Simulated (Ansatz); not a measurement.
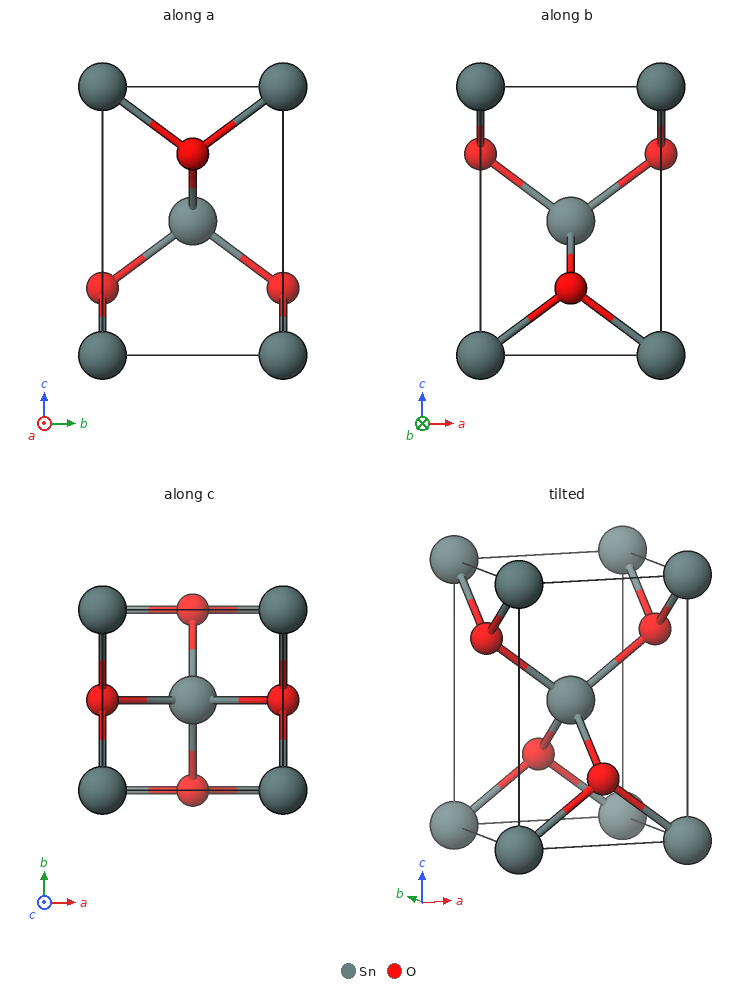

Ball-and-stick drawing of the structure, looking along the a axis, along the b axis, along the c axis and slightly off an axis. One conventional unit cell is framed, with atoms on its boundary repeated.

Lattice parameters: a = 3.6404 Å, b = 3.6404 Å, c = 5.4164 Å, α = 90.000°, β = 90.000°, γ = 90.000°.

### From the views, write a CIF in P1 with every atom of the cell.

```cif
data_structure
_symmetry_space_group_name_H-M 'P 1'
_symmetry_Int_Tables_number 1
_cell_length_a 3.6404
_cell_length_b 3.6404
_cell_length_c 5.4164
_cell_angle_alpha 90.000
_cell_angle_beta 90.000
_cell_angle_gamma 90.000
_cell_volume 71.78
loop_
_atom_site_label
_atom_site_type_symbol
_atom_site_fract_x
_atom_site_fract_y
_atom_site_fract_z
_atom_site_occupancy
Sn1 Sn 0.0000 0.0000 0.0000 1
O1 O 0.5000 0.0000 0.2500 1
Sn2 Sn 0.5000 0.5000 0.5000 1
O2 O 0.0000 0.5000 0.7500 1
```

The initial geometry was a structure type filled with these elements by a generator (whether the compound takes this form wasn't checked). The cell was then strained or its atoms displaced on purpose. An electronic-structure calculation with Ansatz was run on it.

At this level of theory the cell isn't at rest (compressed, at 10 GPa), so its distances can differ from those at equilibrium, the more so the softer the solid.
